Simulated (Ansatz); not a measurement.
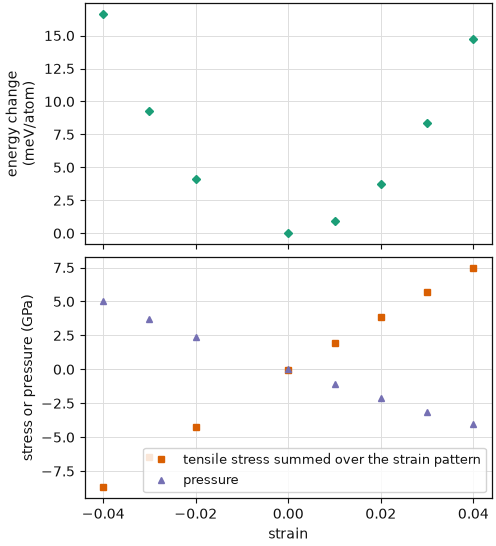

The plot gives the computed energy change, tensile stress summed over the strain pattern and pressure against strain for TiAl₃, space group I4/mmm (No. 139).

Starting cell:
```yaml
crystal:
  lattice:
    - [-1.90777, 1.90777, 4.27700]
    - [1.90777, -1.90777, 4.27700]
    - [1.90777, 1.90777, -4.27700]
  atoms:
    - { symbol: Ti, position: [0.00000, 0.00000, 0.00000] }
    - { symbol: Al, position: [0.50000, 0.50000, 0.00000] }
    - { symbol: Al, position: [0.75000, 0.25000, 0.50000] }
    - { symbol: Al, position: [0.25000, 0.75000, 0.50000] }
```

How it was computed, with Ansatz 0.2.0: homogeneous strain of a crystal along one Voigt pattern with engineering shear, fractional coordinates fixed, by plane-wave density functional theory with PAW datasets, free energies less that of the undisturbed cell, pressure positive in compression; scalar-relativistic. Level: PBEsol, no spin polarisation.

| setting | value |
| --- | --- |
| wave cutoff | 420 eV |
| k mesh | 18×18×18 |
| occupations | Gaussian |
| smearing width | 0.15 eV |
| k shift | (0, 0, 0) (mesh steps) |
| start | relaxed |
| strain pattern | (0, 1, 0, 0, 0, 0) (xx yy zz yz xz xy with engineering shear) |

### Is the starting structure at a minimum along this coordinate?

Yes: the energy rises on both sides of the starting structure, which is therefore a minimum along this path.

### Read off the course of the tensile stress summed over the strain pattern.

It rises from −8.7 GPa at strain −0.04 to 7.4 GPa at 0.04, and changes sign near 0.00.

### What does the pressure do across the range?

It falls from 5.071 GPa at strain −0.04 to −4.037 GPa at 0.04, and changes sign near 0.00.

### Which elastic constant follows from the slope of the stress, and how large is it?

The slope of stress against strain at the start, which at zero pressure is the clamped-ion constant C22, is 202 GPa.

### What does the calculation give for the second derivative of tensile stress?

−730 GPa.
